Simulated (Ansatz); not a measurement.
Run report: C₃₂N, nudged elastic band (part 1 of 5)

- system: C₃₂N (defect cell, 33 atoms in the cell)
- method: DFT PBE+D3(BJ), scalar-relativistic, plane waves, PAW, spin-polarised (Ansatz 0.2.0)

The structure derives from a Materials Project entry. It belongs to a series of runs on one base structure; here: climbing-image band for the jump of N by 1.09 A.

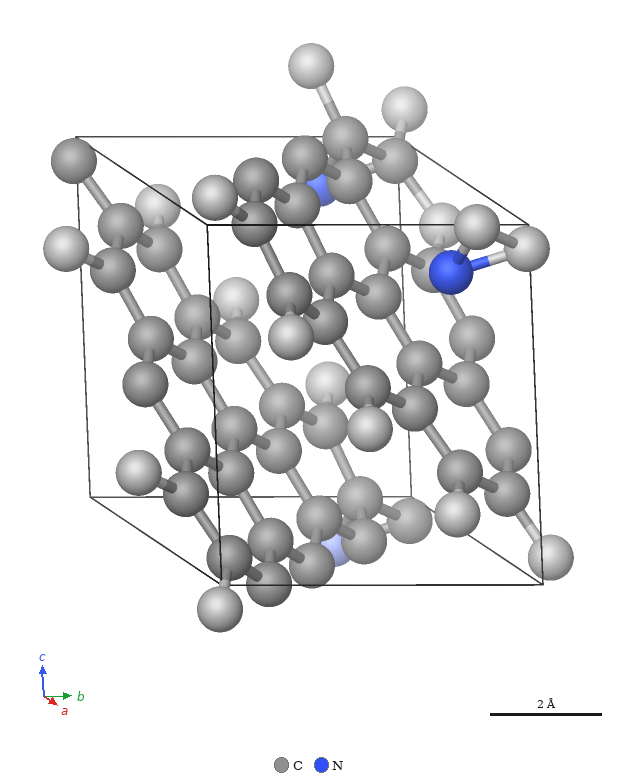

Fig. 1: The starting structure (ball-and-stick view of the cell of the calculation, seen slightly off an axis; neighbours outside the cell are drawn fainter). An atom can appear more than once, as a periodic image. Near neighbours in the periodic cell (some may lie outside the picture): C has 3 C at 1.40 to 1.46 Å; C has 3 C at 1.46 to 1.52 Å and 1 N at 1.44 to 1.45 Å; N has 2 C at 1.44 to 1.45 Å.

Input file:
```yaml
crystal:
  lattice:
    - [5.6709571555, 0.0, -3.4026574436]
    - [-2.867743478, -4.9298468454, -3.3594911955]
    - [-2.867743478, 4.9298468454, -3.3594911955]
  atoms:
    - { symbol: C, position: [0.4178946576, 0.0421981065, 0.5416028269] }
    - { symbol: C, position: [0.6562938549, 0.7799330366, 0.5307114458] }
    - { symbol: C, position: [0.8975364998, 0.5202332392, 0.5216215886] }
    - { symbol: C, position: [0.4160649275, 0.2915809805, 0.2908638705] }
    - { symbol: C, position: [0.1657792459, 0.2903052597, 0.5391403105] }
    - { symbol: C, position: [0.6670137213, 0.0426322927, 0.292909073] }
    - { symbol: C, position: [0.9162437523, 0.7891184033, 0.2916543769] }
    - { symbol: C, position: [0.4210647387, 0.5429405778, 0.0431242725] }
    - { symbol: C, position: [0.1674719538, 0.5418319556, 0.2941606807] }
    - { symbol: C, position: [0.6653300692, 0.2911692354, 0.0412995313] }
    - { symbol: C, position: [0.9231337441, 0.0582057437, 0.0568577839] }
    - { symbol: C, position: [0.4185959575, 0.7898321314, 0.7917061558] }
    - { symbol: C, position: [0.1590757341, 0.7761403041, 0.0325602586] }
    - { symbol: C, position: [0.6480193705, 0.5210908774, 0.7729305486] }
    - { symbol: C, position: [0.9083545891, 0.2835301486, 0.7829241478] }
    - { symbol: C, position: [0.1811373402, 0.0571130819, 0.7974013861] }
    - { symbol: C, position: [0.5805136159, 0.9546093024, 0.4552602927] }
    - { symbol: C, position: [0.8211524561, 0.6946637219, 0.4459420727] }
    - { symbol: C, position: [0.07572029, 0.4503070913, 0.4514246639] }
    - { symbol: C, position: [0.5842940258, 0.2092816183, 0.2093637828] }
    - { symbol: C, position: [0.3341527127, 0.2087390847, 0.4584748934] }
    - { symbol: C, position: [0.8378729355, 0.9647240139, 0.2134098541] }
    - { symbol: C, position: [0.0848851199, 0.7084190195, 0.2168197974] }
    - { symbol: C, position: [0.5780333594, 0.4512458949, 0.951222121] }
    - { symbol: C, position: [0.335595085, 0.4593941363, 0.2102207121] }
    - { symbol: C, position: [0.8353481122, 0.2132294699, 0.9624137202] }
    - { symbol: C, position: [0.075945692, 0.9613347826, 0.9514666846] }
    - { symbol: C, position: [0.5722288482, 0.6951465628, 0.6961050569] }
    - { symbol: C, position: [0.344641588, 0.7096602095, 0.9608344842] }
    - { symbol: C, position: [0.8095778773, 0.4309469192, 0.6840329256] }
    - { symbol: C, position: [0.0868391115, 0.2122596864, 0.7091356884] }
    - { symbol: C, position: [0.338447998, 0.964069545, 0.7124359653] }
    - { symbol: "N", position: [0.9932132723, 0.7557889914, 0.8660272533], spin: 0.43 }
basis:
  ecutwfc: 420
  xc_grid: 2
kpoints:
  mp_grid: { grid: [2, 2, 2], shift: [0.5, 0.5, 0.5] }
hamiltonian:
  xc: pbe
  dispersion: d3bj
scf:
  occupations: { method: gaussian, width: 0.02 }
output:
  forces: true
magnetization:
  spin_polarized: true
neb:
  images: 5
  f_tol: 0.05
  max_iterations: 70
  order_check: false
  final_atoms:
    - { symbol: C, position: [0.4210647387, 0.0431242725, 0.5429405778] }
    - { symbol: C, position: [0.6480193705, 0.7729305486, 0.5210908774] }
    - { symbol: C, position: [0.8975364998, 0.5216215886, 0.5202332392] }
    - { symbol: C, position: [0.4160649275, 0.2908638705, 0.2915809805] }
    - { symbol: C, position: [0.1674719538, 0.2941606807, 0.5418319556] }
    - { symbol: C, position: [0.6653300692, 0.0412995313, 0.2911692354] }
    - { symbol: C, position: [0.9083545891, 0.7829241478, 0.2835301486] }
    - { symbol: C, position: [0.4178946576, 0.5416028269, 0.0421981065] }
    - { symbol: C, position: [0.1657792459, 0.5391403105, 0.2903052597] }
    - { symbol: C, position: [0.6670137213, 0.292909073, 0.0426322927] }
    - { symbol: C, position: [0.9231337441, 0.0568577839, 0.0582057437] }
    - { symbol: C, position: [0.4185959575, 0.7917061558, 0.7898321314] }
    - { symbol: C, position: [0.1811373402, 0.7974013861, 0.0571130819] }
    - { symbol: C, position: [0.6562938549, 0.5307114458, 0.7799330366] }
    - { symbol: C, position: [0.9162437523, 0.2916543769, 0.7891184033] }
    - { symbol: C, position: [0.1590757341, 0.0325602586, 0.7761403041] }
    - { symbol: C, position: [0.5780333594, 0.951222121, 0.4512458949] }
    - { symbol: C, position: [0.8095778773, 0.6840329256, 0.4309469192] }
    - { symbol: C, position: [0.07572029, 0.4514246639, 0.4503070913] }
    - { symbol: C, position: [0.5842940258, 0.2093637828, 0.2092816183] }
    - { symbol: C, position: [0.335595085, 0.2102207121, 0.4593941363] }
    - { symbol: C, position: [0.8353481122, 0.9624137202, 0.2132294699] }
    - { symbol: C, position: [0.0868391115, 0.7091356884, 0.2122596864] }
    - { symbol: C, position: [0.5805136159, 0.4552602927, 0.9546093024] }
    - { symbol: C, position: [0.3341527127, 0.4584748934, 0.2087390847] }
    - { symbol: C, position: [0.8378729355, 0.2134098541, 0.9647240139] }
    - { symbol: C, position: [0.075945692, 0.9514666846, 0.9613347826] }
    - { symbol: C, position: [0.5722288482, 0.6961050569, 0.6951465628] }
    - { symbol: C, position: [0.338447998, 0.7124359653, 0.964069545] }
    - { symbol: C, position: [0.8211524561, 0.4459420727, 0.6946637219] }
    - { symbol: C, position: [0.0848851199, 0.2168197974, 0.7084190195] }
    - { symbol: C, position: [0.344641588, 0.9608344842, 0.7096602095] }
    - { symbol: "N", position: [0.9932132723, 0.8660272533, 0.7557889914] }
```

Run on 4 threads of Intel Xeon @ 2.50GHz (Skylake/Cascade Lake), 32 GiB of memory available, shared host.

Launch command:
```bash
ansatz run input.yaml --threads 4 --pin off --max-ram 10240MiB --backend cpu --events-out ev --progress --plain --runs-dir out
```

What the program printed:
```
Warning: neb: disabling space-group detection — the band's intermediate images generally break the endpoint symmetry, so no spatial operation reduces the k-mesh or symmetrises the density, except that a semilocal band can use its path's symmetry ahead of convergence; time reversal is kept, so that k and −k are solved as one point where they differ and the mesh holds both, and exact exchange and, on two spinor components, a DFT+U term hold to it where the run has them: on two components no moment then forms, and a state that bears one, which a typed moment (crystal.atoms[].spin; refused beside efield: under a hybrid functional) reaches, can lie lower, under hf by electronvolts; crystal.symmetry.detect: false (a key that needs symmetry detection or time reversal refuses this as the deck is read) with time_reversal: false beside it drops time reversal too
Engine: ansatz 0.2.0, x86_64-unknown-linux-gnu
Pseudopotentials: kind: paw
Pseudopotential: C, paw, valence charge 4, recommended cutoff 420 eV (normal), C.paw.azcp
Pseudopotential: N, paw, valence charge 5, recommended cutoff 420 eV (normal), N.paw.azcp
Functional definition: PBE
  parameter kappa = 0.804
  parameter beta = 0.06672455060314922
  exchange = pbe_x(kappa = kappa, mu = beta*pi^2/3)
  correlation = pbe_c(beta = beta)
parallel-image band execution: 2 concurrent image workers
NEB image 0
Crystal: 33 atoms, lattice volume = 284.053 Å³
Basis set: ecut = 420 eV, 5517 PW (Γ), exchange–correlation on 90×90×90 points (8 copies of the dense FFT grid, shifted against one another)
Bands: 100, of which v1, the nominal top of the filled ones, is band 67 counted from 1 (66 counted from 0)
Symmetry: 1 space group operations
k-points: 4 of 8 (time reversal used)
Non-local potential: C, projectors of the file, l = 0: 2, l = 1: 2, l = 2: 1
Non-local potential: N, projectors of the file, l = 0: 2, l = 1: 2, l = 2: 1
PAW form: soft (Blöchl's): semilocal exchange-correlation on the pseudo side does not see the compensation charge
PAW one-centre angular grid: C, 110 points (default); XC on 64 Gauss nodes
PAW one-centre angular grid: N, 110 points (default); XC on 64 Gauss nodes
Initial density: superposition of atomic densities (chi_scale 0.1, normalization cell, long waves kept (reshape's long-wave potential 0.19 eV rms))
Starting moments: Σ|m| = 0.43 μB on 1 of 33 sites
Initial wavefunctions: pseudopotential atomic-orbital guess
Functional: x = pbe(κ = 0.804, μ = 0.2195149727645171), c = pbe(β = 0.06672455060314922)
SCF iter   1: F=—  HF=-8430.142942 eV  |F-HF|=—  |Δ(HF+E_count)|=         —  Δρ=6.72e-2 (↑6.57e-2 ↓6.72e-2)  dr2=4.45e1  dr2_m=2.48e-1  M=1.000 μB ∫|m|=1.020 μB  β_m=1.00  ethr=3.10e-3  ⟨swp⟩=6.2  Hψ=3556  notcnv=0  defer=110
preconditioner: auto → Resta (q_TF=auto, 2.404 Å⁻¹)  ε∞=3.5  [insulator: Δε(μ)=0.309 eV  Ē_g=16.152 eV  σ=0.020 eV  W_gap=1.00  n_scr=74 (ndim 8)  ℏωp=25.4 eV  f_vac=0.000  D(μ)=0.00/eV (n_scr^D=0)  ε∞_Penn≈3.5]
spin=Collinear: Resta preconditioning applied to the charge; magnetization (m = ρ↑ − ρ↓) channel mixes plain (no charge-response kernel on spin).
SCF iter   2: F=—  HF=-8421.871150 eV  |F-HF|=—  |Δ(HF+E_count)|=    8.27e0  Δρ=4.61e-2 (↑4.61e-2 ↓4.61e-2)  dr2=2.16e1  dr2_m=2.21e-2  M=1.000 μB ∫|m|=1.069 μB  β_m=1.00  ethr=3.10e-3  ⟨swp⟩=2.0  Hψ=1478  notcnv=0  defer=213
SCF iter   3: F=—  HF=-8413.611465 eV  |F-HF|=—  |Δ(HF+E_count)|=    8.26e0  Δρ=1.70e-2 (↑7.93e-3 ↓1.70e-2)  dr2=1.78e0  dr2_m=1.26e-1  M=0.500 μB ∫|m|=0.640 μB  β_m=0.30  ethr=3.10e-3  ⟨swp⟩=3.0  Hψ=1392  notcnv=0  defer=211
SCF iter   4: F=—  HF=-8413.680997 eV  |F-HF|=—  |Δ(HF+E_count)|=   6.95e-2  Δρ=9.40e-3 (↑7.96e-3 ↓9.40e-3)  dr2=1.13e0  dr2_m=3.92e-3  M=1.000 μB ∫|m|=1.071 μB  β_m=1.00  ethr=1.34e-3  ⟨swp⟩=2.5  Hψ=1535  notcnv=0  defer=212
SCF iter   5: F=—  HF=-8413.486005 eV  |F-HF|=—  |Δ(HF+E_count)|=   1.95e-1  Δρ=4.69e-3 (↑4.25e-3 ↓4.69e-3)  dr2=1.74e-1  dr2_m=7.02e-4  M=1.000 μB ∫|m|=1.088 μB  β_m=1.00  ethr=8.49e-4  ⟨swp⟩=2.4  Hψ=1203  notcnv=0  defer=213
SCF iter   6: F=—  HF=-8413.572673 eV  |F-HF|=—  |Δ(HF+E_count)|=   8.67e-2  Δρ=1.21e-2 (↑2.48e-3 ↓1.21e-2)  dr2=7.36e-1  dr2_m=7.65e-2  M=0.614 μB ∫|m|=0.723 μB  β_m=0.30  ethr=1.31e-4  ⟨swp⟩=2.8  Hψ=1376  notcnv=0  defer=211
SCF iter   7: F=—  HF=-8413.551921 eV  |F-HF|=—  |Δ(HF+E_count)|=   2.08e-2  Δρ=2.39e-3 (↑8.41e-4 ↓2.39e-3)  dr2=2.53e-2  dr2_m=4.09e-3  M=1.000 μB ∫|m|=1.077 μB  β_m=1.00  ethr=1.31e-4  ⟨swp⟩=2.6  Hψ=1238  notcnv=0  defer=211
SCF iter   8: F=—  HF=-8413.556533 eV  |F-HF|=—  |Δ(HF+E_count)|=   4.61e-3  Δρ=1.19e-3 (↑5.88e-4 ↓1.19e-3)  dr2=9.44e-3  dr2_m=3.47e-4  M=1.000 μB ∫|m|=1.092 μB  β_m=1.00  ethr=1.90e-5  ⟨swp⟩=2.5  Hψ=1346  notcnv=0  defer=210
SCF iter   9: F=—  HF=-8413.558424 eV  |F-HF|=—  |Δ(HF+E_count)|=   1.89e-3  Δρ=7.72e-4 (↑5.66e-4 ↓7.72e-4)  dr2=6.07e-3  dr2_m=3.95e-5  M=1.000 μB ∫|m|=1.098 μB  β_m=0.30  ethr=7.10e-6  ⟨swp⟩=1.8  Hψ=600  notcnv=0  defer=210
Mixer restart at iter 9: flushing history
spin-set hold released at iteration 9 (site moments contracting): the magnetisation degrees of freedom join the quasi-Newton model from the next iteration; the mixer history was flushed
SCF iter  10: F=—  HF=-8413.559261 eV  |F-HF|=—  |Δ(HF+E_count)|=   8.37e-4  Δρ=3.54e-4 (↑3.54e-4 ↓3.06e-4)  dr2=7.42e-4  dr2_m=1.87e-5  M=1.000 μB ∫|m|=1.096 μB  β_m=0.39  ethr=4.56e-6  ⟨swp⟩=2.0  Hψ=1131  notcnv=0  defer=210
SCF iter  11: F=—  HF=-8413.560464 eV  |F-HF|=—  |Δ(HF+E_count)|=   1.20e-3  Δρ=1.89e-4 (↑1.89e-4 ↓1.54e-4)  dr2=1.76e-4  dr2_m=1.33e-5  M=1.000 μB ∫|m|=1.096 μB  β_m=0.57  ethr=5.58e-7  ⟨swp⟩=2.0  Hψ=1107  notcnv=0  defer=210
SCF iter  12: F=—  HF=-8413.560927 eV  |F-HF|=—  |Δ(HF+E_count)|=   4.64e-4  Δρ=6.35e-5 (↑3.14e-5 ↓6.35e-5)  dr2=8.52e-6  dr2_m=3.23e-6  M=1.000 μB ∫|m|=1.097 μB  β_m=0.73  ethr=1.32e-7  ⟨swp⟩=2.0  Hψ=1126  notcnv=0  defer=210
SCF iter  13: F=—  HF=-8413.560806 eV  |F-HF|=—  |Δ(HF+E_count)|=   1.22e-4  Δρ=3.98e-5 (↑1.40e-5 ↓3.98e-5)  dr2=3.84e-6  dr2_m=1.26e-6  M=1.000 μB ∫|m|=1.098 μB  β_m=0.86  ethr=6.41e-9  ⟨swp⟩=2.0  Hψ=1205  notcnv=0  defer=210
SCF iter  14: F=—  HF=-8413.560809 eV  |F-HF|=—  |Δ(HF+E_count)|=   2.70e-6  Δρ=1.38e-5 (↑4.39e-6 ↓1.38e-5)  dr2=7.09e-7  dr2_m=1.61e-7  M=1.000 μB ∫|m|=1.098 μB  β_m=0.93  ethr=2.89e-9  ⟨swp⟩=2.2  Hψ=1127  notcnv=0  defer=210
SCF iter  15: F=—  HF=-8413.560809 eV  |F-HF|=—  |Δ(HF+E_count)|=   1.04e-7  Δρ=5.96e-6 (↑4.77e-6 ↓5.96e-6)  dr2=2.64e-7  dr2_m=2.62e-8  M=1.000 μB ∫|m|=1.098 μB  β_m=0.87  ethr=5.33e-10  ⟨swp⟩=2.0  Hψ=1122  notcnv=0  defer=210
SCF iter  16: F=-8413.560809 eV  HF=-8413.560809 eV  |F-HF|=6.29e-10  |Δ(HF+E_count)|=   1.60e-8  Δρ=1.20e-6 (↑5.58e-7 ↓1.20e-6)  dr2=5.28e-9  dr2_m=1.06e-9  M=1.000 μB ∫|m|=1.098 μB  ethr=7.52e-11  ⟨swp⟩=4.0  Hψ=2282  notcnv=0
SCF 1 converged in 16 iterations: F = -8413.560809 eV  dr2 = 5.28e-9
  greatest PAW one-centre occupation: 0.846 electrons in one spin orbital (limit 2), on the N atom at site 32 (counted from 0), in its partial waves of l = 0
NSCF: frozen V_eff on 4 k-points
NEB image 6
```
